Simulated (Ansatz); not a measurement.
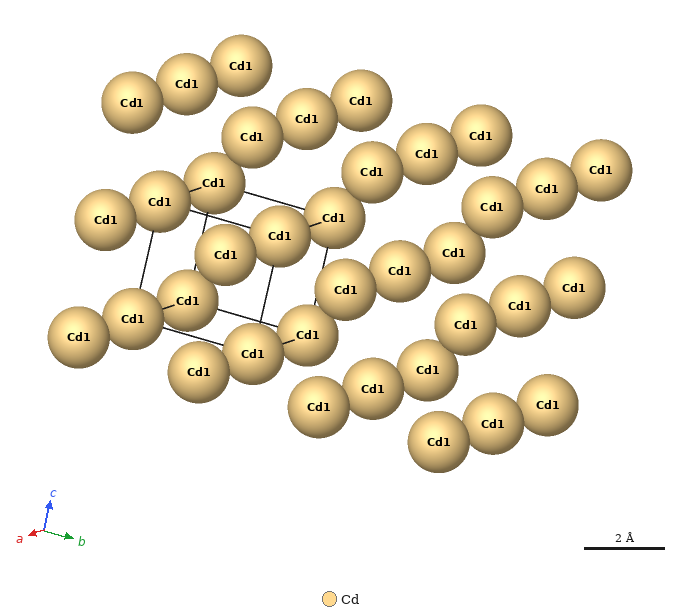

Figure 1. The structure as given in the input (spheres-only view of the reduced cell, repeated 2 × 3 × 2, seen slightly off an axis; atoms are numbered from 1 in the order of the input).

Single-point calculation of Cd

Cd (I4/mmm, 1 atom in the cell), computed with DFT PBE, scalar-relativistic, plane waves, PAW, no spin polarisation (Ansatz 0.2.0).

The structure derives from a Materials Project entry. Figures and captions count atoms from 1; the log counts them from 0 in places.

### The program's output
```
Engine: ansatz 0.2.0, aarch64-unknown-linux-gnu
Pseudopotentials: kind: paw
Pseudopotential: Cd, paw, valence charge 20, recommended cutoff 420 eV (normal), Cd.paw.azcp
Functional definition: PBE
  parameter kappa = 0.804
  parameter beta = 0.06672455060314922
  exchange = pbe_x(kappa = kappa, mu = beta*pi^2/3)
  correlation = pbe_c(beta = beta)
Crystal: 1 atoms, lattice volume = 22.603 Å³
Basis set: ecut = 420 eV, 443 PW (Γ), exchange–correlation on 48×48×48 points (8 copies of the dense FFT grid, shifted against one another)
Bands: 14, of which v1, the nominal top of the filled ones, is band 10 counted from 1 (9 counted from 0)
Symmetry: 16 space group operations
Space group: I4/mmm (ITA 139), of the structure as read, at distance tolerance 2.8e-5 Å
k-points: 480 of 5832
Non-local potential: Cd, projectors of the file, l = 0: 3, l = 1: 2, l = 2: 2, l = 3: 1
PAW form: soft (Blöchl's): semilocal exchange-correlation on the pseudo side does not see the compensation charge
PAW one-centre angular grid: Cd, 590 points (default); XC on 64 Gauss nodes
Initial density: superposition of atomic densities (neutral atoms: chi_scale 0, normalization atom), corrected by the library's trained network
Initial wavefunctions: pseudopotential atomic-orbital guess
Functional: x = pbe(κ = 0.804, μ = 0.2195149727645171), c = pbe(β = 0.06672455060314922)
SCF iter   1: F=—  HF=-8254.446784 eV  |F-HF|=—  |Δ(HF+E_count)|=         —  Δρ=4.44e-4  dr2=2.15e-5  ethr=1.77e-3  ⟨swp⟩=4.9  Hψ=33383  notcnv=0
preconditioner: auto → none  [metal: Δε(μ)=0.020 eV  Ē_g=16.112 eV  σ=0.150 eV  W_gap=0.08  n_scr=8 (ndim 8)  ℏωp=27.1 eV  f_vac=0.000  D(μ)=0.37/eV (n_scr^D=0)  sad-step TF]
SCF iter   2: F=—  HF=-8254.446931 eV  |F-HF|=—  |Δ(HF+E_count)|=   1.47e-4  Δρ=2.87e-4  dr2=9.33e-6  ethr=1.07e-7  ⟨swp⟩=2.3  Hψ=15565  notcnv=0
SCF iter   3: F=—  HF=-8254.446950 eV  |F-HF|=—  |Δ(HF+E_count)|=   1.85e-5  Δρ=3.16e-5  dr2=1.83e-7  ethr=4.66e-8  ⟨swp⟩=2.0  Hψ=9525  notcnv=0
SCF iter   4: F=—  HF=-8254.446950 eV  |F-HF|=—  |Δ(HF+E_count)|=   7.11e-8  Δρ=3.54e-5  dr2=2.21e-7  ethr=9.17e-10  ⟨swp⟩=2.0  Hψ=11035  notcnv=0
iter 5 did not close the SCF: its close was put off for the readings that it lacked (scf_convergence_deferred on its scf_iter line)
SCF iter   5: F=-8254.446950 eV  HF=-8254.446950 eV  |F-HF|=6.33e-10  |Δ(HF+E_count)|=   8.03e-8  Δρ=2.93e-6  dr2=1.05e-9  ethr=9.17e-10  ⟨swp⟩=2.3  Hψ=10222  notcnv=0
SCF iter   6: F=-8254.446950 eV  HF=-8254.446950 eV  |F-HF|=1.09e-11  |Δ(HF+E_count)|=  1.53e-10  Δρ=3.23e-7  dr2=2.25e-11  ethr=5.26e-12  ⟨swp⟩=1.1  Hψ=19937  notcnv=0
SCF 1 converged in 6 iterations: F = -8254.446950 eV  dr2 = 2.25e-11
  greatest PAW one-centre occupation: 1.000 electrons in one spin orbital (limit 2), on the Cd atom at site 0 (counted from 0), in its partial waves of l = 0
SCF converged after 6 iterations
Free energy (F): -8254.446950 eV
Harris-Foulkes:  -8254.446950 eV  (|F-HF|=1.09e-11)
Internal energy: -8254.442742 eV  (E = F + TS)
E sigma→0 (E₀):  -8254.444846 eV
Entropy (-TS):   -0.004208 eV (-4.208 meV/atom)
Fermi energy:    13.736023 eV
--- Per-component energies (eV) ---
  E_band       = -408.649423
  E_kinetic    = 504.708352
  E_local      = -2995.378764  (includes V_loc(G=0)·N_el)
  E_nonlocal   = 32.122435
  E_hartree    = 1405.239249
  E_xc         = -177.022314
  E_vxc        = -222.021182  (∫ρ·V_xc dr)
  E_paw        = -4082.185487  (= ΣΔE_a)
  E_vpaw       = -538.558508  (= ΣTr[D̂ρ^β])
  E_aug_tail   = 0.000013  (compensation charges beyond the density's cutoff)
  E_ewald      = -2941.926225
  E_smearing   = -0.004208  (= −TS)
  E_closure    = -0.000000  (closes the sum)
  Σ components = -8254.446950   (vs F -8254.446950, Δ=0.00e0)
--- Forces (eV/Å), atoms counted from 1 ---
  atom   1  Cd     0.00000000     0.00000000    -0.00000000
  max |Σ_I F_I| component: 9.24e-33 eV/Å
--- Stress (GPa, compression-positive) ---
        0.681513      -0.000000       0.000000
       -0.000000       0.320834       0.000000
        0.000000       0.000000       0.320834
  P = ⅓ Tr σ = 0.4411 GPa (4.411 kbar)
--- Band table (eV; the first three rows and the last of 480) ---
  k-point 0: bands = ["-89.1204", "-50.1566", "-50.1558", "-50.1558", "4.7392", "4.7392", "4.7796", "5.1544", "5.1909", "5.2644", "26.9039", "28.1431", "28.1483", "28.1483"]
  k-point 1: bands = ["-89.1203", "-50.1572", "-50.1562", "-50.1560", "4.7370", "4.7515", "4.7865", "5.1519", "5.1874", "5.3426", "26.5987", "27.4266", "28.0421", "28.0475"]
  k-point 2: bands = ["-89.1201", "-50.1596", "-50.1568", "-50.1564", "4.7116", "4.7833", "4.8127", "5.1490", "5.1810", "5.5876", "24.9286", "27.2147", "27.7697", "27.8006"]
  k-point 479: bands = ["-89.1176", "-50.1768", "-50.1738", "-50.1688", "4.5440", "4.6446", "4.8876", "5.2440", "5.5949", "15.3098", "15.5708", "16.3965", "17.5414", "30.2198"]
```

This output came from the following input.

### Input
```yaml
crystal:
  lattice:
    - [0.0, 2.254153496, 2.254153496]
    - [2.2241732545, 0.0, 2.254153496]
    - [2.2241732545, 2.254153496, 0.0]
  atoms:
    - { symbol: Cd, position: [0.0, 0.0, 0.0] }
basis:
  ecutwfc: 420
kpoints:
  mp_grid: { grid: [18, 18, 18] }
hamiltonian:
  xc: pbe
scf:
  occupations: { method: gaussian, width: 0.15 }
output:
  forces: true
  stress: true
  eigenvalues: true
```

Launch command:
```bash
ansatz run input.yaml --threads 1 --pin off --max-ram 2048MiB --backend cpu --events-out ev --progress --plain --runs-dir out
```

### Summary

```json
{"quantity": "outcome", "value": "converged"}
{"quantity": "space group (tolerance 0.01 Å)", "value": "I4/mmm (139)"}
{"quantity": "electrons treated", "value": "20"}
{"quantity": "free energy", "value": "−8254.4469 eV"}
{"quantity": "Fermi energy", "value": "13.736 eV"}
{"quantity": "gap on the k-point mesh", "value": "none (metallic)"}
{"quantity": "pressure", "value": "0.44 GPa"}
{"quantity": "largest force (length of the vector)", "value": "under 0.001 eV/Å"}
{"quantity": "hardware", "value": "1 thread of Arm Neoverse V2, 24 GiB of memory available, shared host"}
{"quantity": "wall time", "value": "5.4 s"}
{"quantity": "peak memory", "value": "0.4 GiB"}
```
